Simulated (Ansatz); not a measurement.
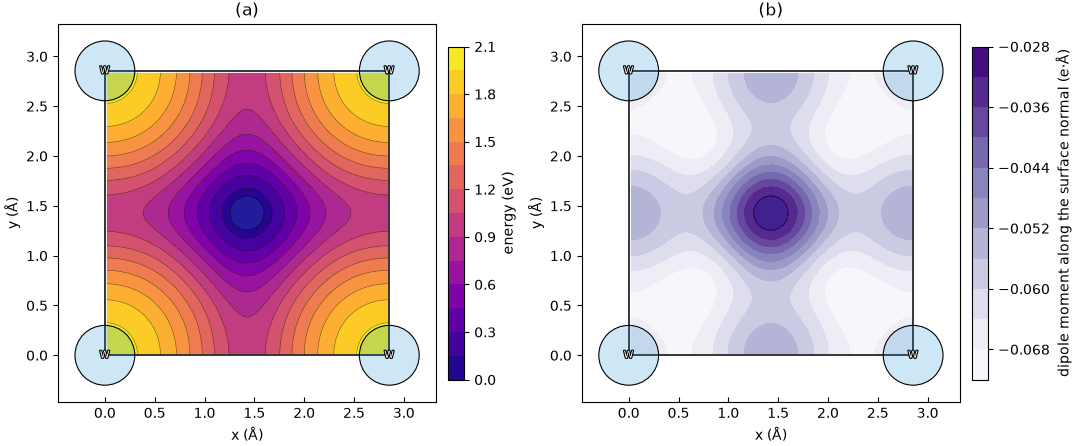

S on a W(100) slab cut from the Fm-3m phase, its upper half relaxed before the scan (12 atoms of substrate and one adsorbate in a 2 × 2 cell). 
- S is moved over the surface cell; relaxed at each place: the height of the adsorbate's atoms; substrate rigid; the origin of the map has the adsorbate above W9.
- Places are given modulo a cell vector. The map is drawn in real space over the plane of the surface.
- The scan uses a 6 × 6 grid; 10 points were computed and 26 follow by symmetry.
- Places are given in fractions of the 1 × 1 surface cell.
- Energies: eV, counted from the lowest grid point.
- Computed with DFT PBE, scalar-relativistic, plane waves, PAW (Ansatz). Settings: cutoff 420 eV, k-mesh 5×5×1, gaussian smearing 0.1 eV, no spin polarisation.

Panel (a) is the energy; panel (b) is the computed dipole moment along the surface normal, in e·Å.

Drawn: filled contours, labelled circles for the atoms of the top layer and small ones for the second layer, the outline of one cell of the plane. Between grid points the surface is interpolated.

Question: How does the dipole moment along the surface normal vary over the map, and what is it at the lowest grid point?

Answer: It runs from −0.07 e·Å at (1/6, 1/6) of the cell vectors [nearest 1 W at 2.20 Å] to −0.03 e·Å at a fourfold hollow over a second-layer W atom, (3/6, 3/6) of the cell vectors. At the lowest grid point, a fourfold hollow over a second-layer W atom, (3/6, 3/6) of the cell vectors, it is −0.03 e·Å.

PAW datasets: the set soft_1.
